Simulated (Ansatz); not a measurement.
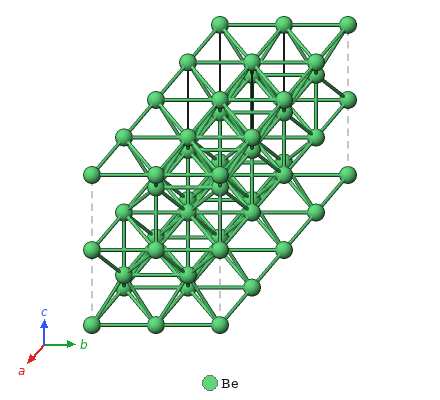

The structure, seen along [421]; the drawing may span several cells.

Given this structure, coordinates from a relaxation with DFT PBE, scalar-relativistic, plane waves, PAW (Ansatz); the starting structure was generated, so it need not be a known form of this composition, written in its standard cell:

```
Be
1.0
     2.25408    0.00000    0.00000
    -1.12704    1.95209    0.00000
     0.00000    0.00000    7.18212
Be
4
Direct
  0.00000 0.00000 0.00000
  0.00000 0.00000 0.50000
  0.33333 0.66667 0.75000
  0.66667 0.33333 0.25000
```

**What does the kinematic electron diffraction pattern along [421] look like at 120 kV (B = 0.8 Å²)?**

The spots form a centred rectangular net with both shortest vectors at d = 1.72 Å, 80.9° apart. They are 0 1 -2 and -1 1 2. The pattern has symmetry 2mm. No reflection of this zone is absent.

Strongest reflections with d > 0.80 Å, one of each family (|F|² from tabulated Gaussian fits of the electron scattering factors, times a small damping for the curvature of the Ewald sphere):

```json
{"hkl": "1 -1 -2", "d (Å)": "1.715", "I (strongest = 100)": "100"}
{"hkl": "1 -2 0", "d (Å)": "1.127", "I (strongest = 100)": "34"}
{"hkl": "1 0 -4", "d (Å)": "1.322", "I (strongest = 100)": "4"}
{"hkl": "2 -2 -4", "d (Å)": "0.858", "I (strongest = 100)": "1"}
```

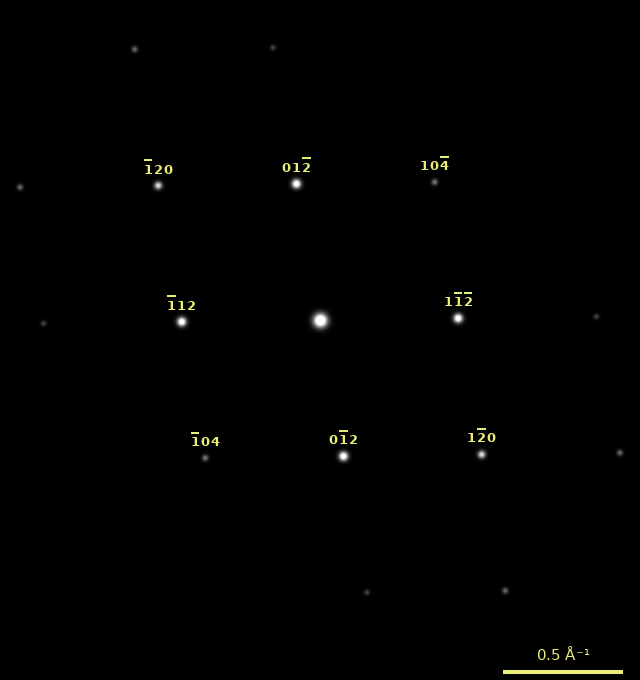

Calculated pattern, seen from the source side with [421] pointing towards the source.
